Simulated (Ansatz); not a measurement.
# Calculations on C

### Relaxation

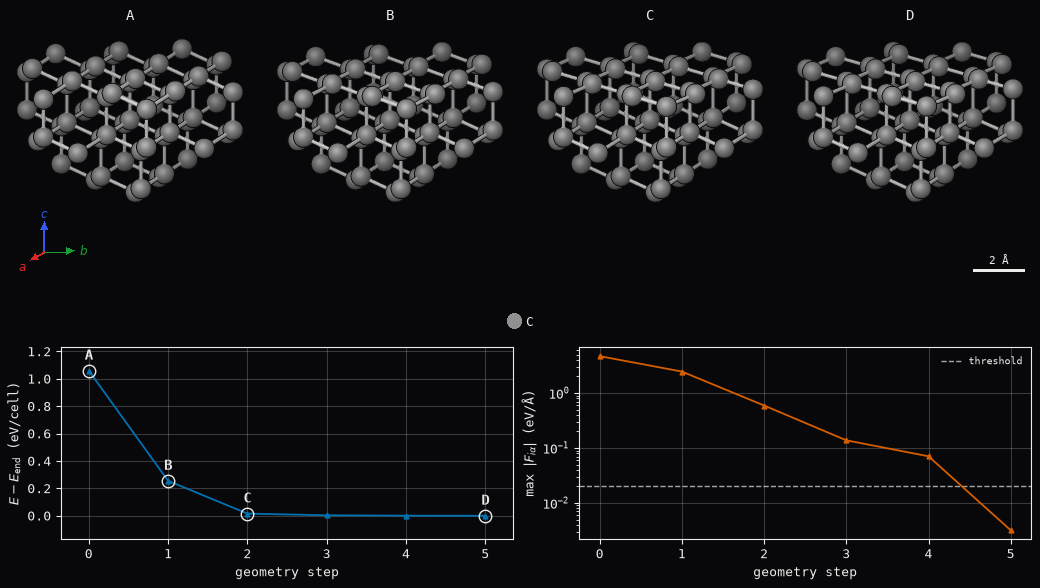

Frames of a relaxation of a slab of composition C (cut from the Fd-3m phase), marked on the history of the run. Style: ball-and-stick. Shown: the atoms within 5.0 Å of the atom that moves most (axes of the 2 × 3 repeat of the cell, outlined in the plane, without the vacuum), slightly off an axis.

Case: (1 1 1) slab, atoms relaxed. The slab is the (1 1 1) face of C.

The calculation used DFT PBE, scalar-relativistic, plane waves, PAW in Ansatz. Settings: plane-wave cutoff 420 eV; k-point mesh 12 × 12 × 1; occupations gaussian; smearing width 0.05 eV; no spin polarisation; dipole correction; atoms relaxed in a fixed cell; force threshold 0.02 eV/Å; at most 60 steps.

Question: What happens along the run?

Answer: Over 5 geometry steps the energy falls by 1.060 eV per cell of the calculation. The largest force component goes from 4.7 to 0.0032 eV/Å. The largest moves relative to the layer's centre, 0.13 Å, are those of C atoms. The cell stays as it was. Near-neighbour distances that change, for instance: C–C 1.546 → 1.688 Å, C–C 1.546 → 1.482 Å, C–C 1.546 → 1.562 Å, C–C 1.546 → 1.537 Å. Bond angles that change, for instance: C–C–C 109.5° → 100.3°, C–C–C 109.5° → 116.9°. The run took 78 s on 1 thread of Intel(R) Xeon(R) Platinum 8375C CPU @ 2.90GHz (Ice Lake), on a shared host, peak memory 0.49 GiB. From step 0 to 1: C atoms move most (0.12 Å), energy −0.805 eV per cell of the calculation. From step 1 to 2: C atoms move most (0.10 Å), energy −0.239 eV per cell of the calculation. From step 2 to 5: C atoms move most (0.02 Å), energy −15.8 meV per cell of the calculation.

```json
{"step": "0", "E − E(0), meV/atom": "0.00", "largest force component, eV/Å": "4.6829"}
{"step": "1", "E − E(0), meV/atom": "-67.06", "largest force component, eV/Å": "2.4558"}
{"step": "2", "E − E(0), meV/atom": "-86.99", "largest force component, eV/Å": "0.5924"}
{"step": "3", "E − E(0), meV/atom": "-88.02", "largest force component, eV/Å": "0.1379"}
{"step": "4", "E − E(0), meV/atom": "-88.25", "largest force component, eV/Å": "0.0707"}
{"step": "5", "E − E(0), meV/atom": "-88.30", "largest force component, eV/Å": "0.0032"}
```

### Relaxation

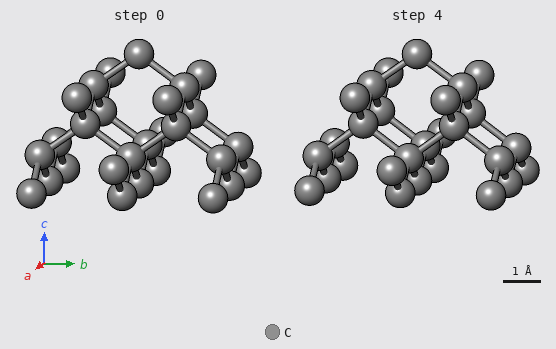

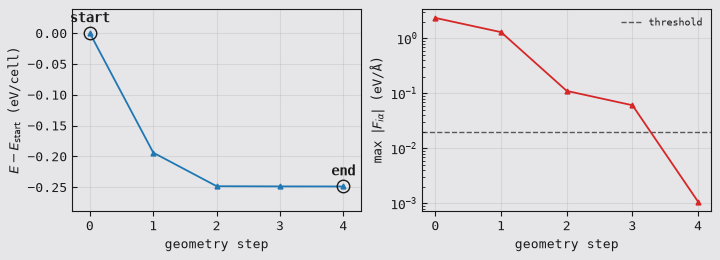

First and last geometry of a relaxation of a slab of composition C (cut from the Fd-3m phase), with the history of the run. The picture is a ball-and-stick view of the atoms within 4.2 Å of the atom that moves most (axes of the 3 × 3 repeat of the cell, outlined in the plane, without the vacuum), seen slightly off an axis.

Case: (1 0 0) slab, atoms relaxed. The slab is the (1 0 0) face of C.

Method: DFT PBE, scalar-relativistic, plane waves, PAW (Ansatz).

The input:
```yaml
crystal:
  lattice:
    - [2.5254142366, 0.0, 0.0]
    - [0.0, 2.5254142366, 0.0]
    - [0.0, 0.0, 25.714425192]
  atoms:
    - { symbol: C, position: [0.0, 0.0, 0.2916650846] }
    - { symbol: C, position: [0.5, 0.0, 0.3263875705] }
    - { symbol: C, position: [0.5, 0.5, 0.3611100564] }
    - { symbol: C, position: [0.0, 0.5, 0.3958325423] }
    - { symbol: C, position: [0.0, 0.0, 0.4305550282] }
    - { symbol: C, position: [0.5, 0.0, 0.4652775141] }
    - { symbol: C, position: [0.5, 0.5, 0.5] }
    - { symbol: C, position: [0.0, 0.5, 0.5347224859] }
    - { symbol: C, position: [0.0, 0.0, 0.5694449718] }
    - { symbol: C, position: [0.5, 0.0, 0.6041674577] }
    - { symbol: C, position: [0.5, 0.5, 0.6388899436] }
    - { symbol: C, position: [0.0, 0.5, 0.6736124295] }
    - { symbol: C, position: [0.0, 0.0, 0.7083349154] }
basis:
  ecutwfc: 420
kpoints:
  mp_grid: { grid: [10, 10, 1] }
hamiltonian:
  xc: pbe
scf:
  occupations: { method: gaussian, width: 0.05 }
output:
  forces: true
  eigenvalues: true
  write_density: true
  write_potential: true
  elf: true
  volumetric_format: npy
relax:
  adjacent_minimum: "off"
  f_tol: 0.02
  max_steps: 60
efield:
  axis: 3
  dipole_correction: true
  ramp_width: 0.04
```

Launched with:
```bash
ansatz run input.yaml --threads 1 --pin off --max-ram 2560MiB --backend cpu --events-out ev --progress --plain --runs-dir out
```

**What do the curves and the structures tell?**

It converged. The largest moves, 0.080 Å, are those of C1 and C13. C1 goes along the normal (+c). The cell stays as it was. Near-neighbour distances that change, for instance: C1–C2 1.546 → 1.488 Å, C2–C3 1.546 → 1.567 Å, C3–C4 1.546 → 1.540 Å. Bond angles that change, for instance: C2–C1–C2 109.5° → 116.2°, C2–C3–C2 109.5° → 107.4°. Over 4 geometry steps the energy falls by 0.249 eV per cell of the calculation. Largest force component: 2.4 eV/Å at the start, 0.0011 eV/Å at the end.

### A change

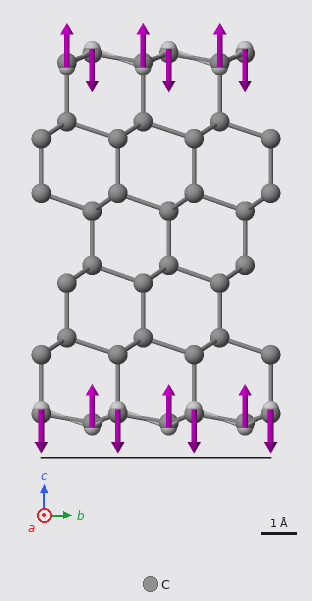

A (1 1 1) slab of C as cut from the relaxed bulk, drawn pale, and a changed version of it, drawn solid. The purple arrows show how the atoms are displaced, magnified 10 times. Style: ball-and-stick. Shown: the 2 × 3 repeat of the cell, outlined in the plane, without the vacuum, along the a axis.

The calculation used DFT PBE, scalar-relativistic, plane waves, PAW in Ansatz 0.2.0. Set-up: plane-wave cutoff 420 eV; occupations gaussian; no spin polarisation. The k-mesh is chosen for each cell (12×12×12, 12×12×1). Smearing widths differ between the runs.

Describe the change and its computed effect.

Answer. The atoms of the slab are relaxed at the bulk's in-plane cell. The surface energy (mean of the two faces) falls from 7.22 to 5.67 J/m². The top spacing, between the C and C planes, goes from 0.52 to 0.26 Å (−48.6 %), the bottom one (C to C) from 0.52 to 0.26 Å (−48.6 %). The cell stays as it was. The largest moves relative to the layer's centre, 0.13 Å, are those of C atoms. Near-neighbour distances before and after: C–C 1.546 → 1.482 to 1.688 Å.
